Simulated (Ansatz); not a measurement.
A series of calculations on MoS2

**1. Relaxation**

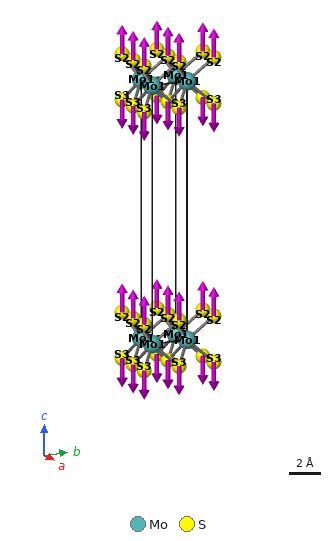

A relaxation of solid MoS2 (set up in P-6m2). The starting structure is drawn; purple arrows show the displacements (the part carried along by the change of the cell is left out), 2 times their true length.

Style: ball-and-stick. Shown: the cell of the calculation, slightly off an axis.

Method: DFT PBE+D3(BJ), scalar-relativistic, plane waves, PAW in Ansatz 0.2.0. Settings: plane-wave cutoff 420 eV; k-point mesh 12 × 12 × 2; occupations gaussian; smearing width 0.02 eV; no spin polarisation; cell and atoms relaxed; force threshold 0.005 eV/Å; at most 80 steps.

Atoms of which element are displaced furthest, and by how much?

Sulfur: up to 0.97 Å, against 0.00 Å for molybdenum.

What happened in the run?

After 29 accepted moves (35 points after the start) the energy has fallen by 63.1 meV per atom. The largest force component goes from 0.12 to 0.00025 eV/Å. Pressure: −0.40 GPa at the start and 0.04 GPa at the end. The line search rejected the trial steps at points 1, 7, 15, 16, 23 of the run. The SCF was repeated once at an unchanged geometry on a basis and grid sized afresh for the cell, which shifted the energy by 0.5 meV per atom at most. The largest moves relative to the cell, 0.97 Å, are those of S2 and S3. S3 goes along −c. Mo stays in place. The drawn cell changes as follows: a = b 3.184 → 3.148 Å (−1.1 %), c 17.335 → 6.685 Å (−61.4 %); the volume changes by −62.3 %. Among the contacts that change: Mo1–S2 2.405 → 2.400 Å. The space group stays P-6m2 (No. 187). The run took 5.6 min on 1 thread of Intel(R) Xeon(R) Platinum 8259CL CPU @ 2.50GHz (Skylake/Cascade Lake) (shared host), peak memory 0.53 GiB.

**2. Relaxation**

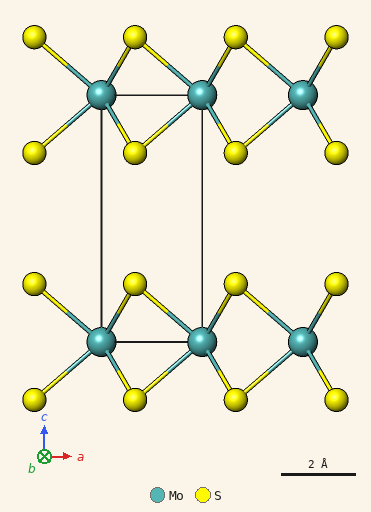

This is the input geometry for a relaxation of a crystal of MoS$_{2}$ (set up in P-6m2). A ball-and-stick model of the cell of the calculation, repeated 2 × 1 × 1 with one cell outlined, seen along the b axis.

Method: DFT PBE+D3(BJ), scalar-relativistic, plane waves, PAW in Ansatz 0.2.0.

Input file:
```yaml
crystal:
  lattice:
    - [3.1483971521, 0.0, 0.0]
    - [-1.5741985761, 2.726591915, 0.0]
    - [0.0, 0.0, 6.685047648]
  atoms:
    - { symbol: Mo, position: [0.0, 0.0, 0.0] }
    - { symbol: S, position: [0.3333333333, 0.6666666667, 0.2344789562] }
    - { symbol: S, position: [0.3333333333, 0.6666666667, 0.7655210438] }
basis:
  ecutwfc: 420
kpoints:
  mp_grid: { grid: [12, 12, 4] }
hamiltonian:
  xc: pbe
  dispersion: d3bj
scf:
  occupations: { method: gaussian, width: 0.02 }
output:
  forces: true
  stress: true
  eigenvalues: true
  write_density: true
  write_potential: true
  elf: true
  volumetric_format: npy
relax:
  adjacent_minimum: "off"
  f_tol: 0.005
  max_steps: 80
  cell: { stress_tol: 0.05 }
```

Run as
```bash
ansatz run input.yaml --threads 1 --pin off --max-ram 2560MiB --backend cpu --events-out ev --progress --plain --runs-dir out
```

### What does the optimiser find from here?

The largest moves relative to the cell, 0.008 Å, are those of S2 and S3. S3 goes along −c. Mo stays in place. The volume changes by −0.5 %, with a = b 3.148 → 3.150 Å (0.0 %), c 6.685 → 6.648 Å (−0.6 %). The space group stays P-6m2 (No. 187). Over 2 accepted moves (3 points after the start) the energy falls by 0.3 meV per cell of the calculation. The largest force component goes from 0.0059 to 0.0012 eV/Å. Pressure: −0.02 GPa at the start and −0.01 GPa at the end. The SCF was repeated once at an unchanged geometry on a basis and grid sized afresh for the cell, which shifted the energy by less than 0.05 meV per cell of the calculation at most.

**3. Series**

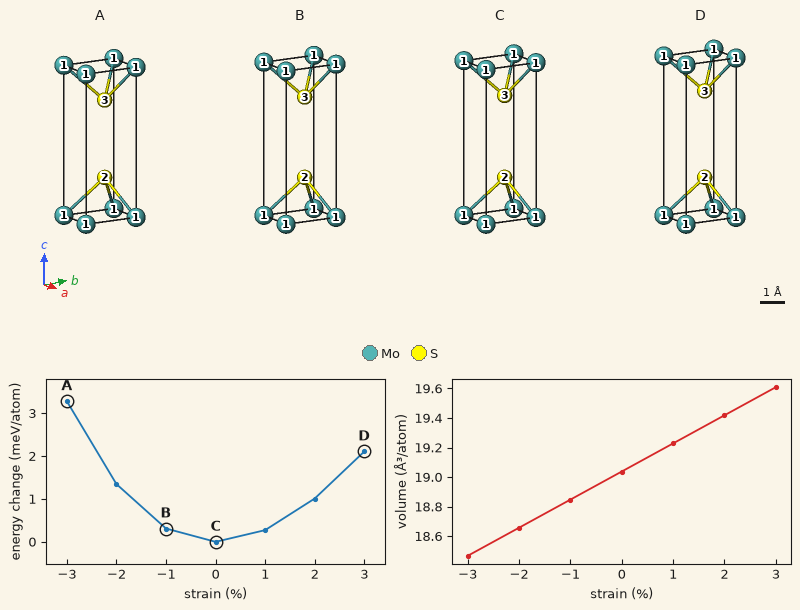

Members of a series of calculations on a crystal of MoS$_{2}$ (set up in P-6m2), marked on the first curve. A ball-and-stick model of the cell of the calculation, seen slightly off an axis.

Level of theory: DFT PBE+D3(BJ), scalar-relativistic, plane waves, PAW in Ansatz 0.2.0. Set-up: plane-wave cutoff 420 eV; k-point mesh 12 × 12 × 4; occupations gaussian; smearing width 0.02 eV; no spin polarisation.

Which kind of strain is it, and how does the structure respond?

Answer. Strain along c alone, the other axes held, atoms relaxed. A (strain −3.0 %): energy change 3.3 meV/atom, volume 18.47 Å³ per atom. B (strain −1.0 %): energy change 0.3 meV/atom, volume 18.85 Å³ per atom. C (strain 0.0 %): energy change 0.0 meV/atom, volume 19.04 Å³ per atom. D (strain 3.0 %): energy change 2.1 meV/atom, volume 19.61 Å³ per atom. The rest compares A with D. The volume changes by +6.2 %, with a = b unchanged at 3.150 Å, c 6.448 → 6.847 Å (+6.2 %). Near-neighbour distances before and after: Mo–S 2.397 → 2.402 Å.
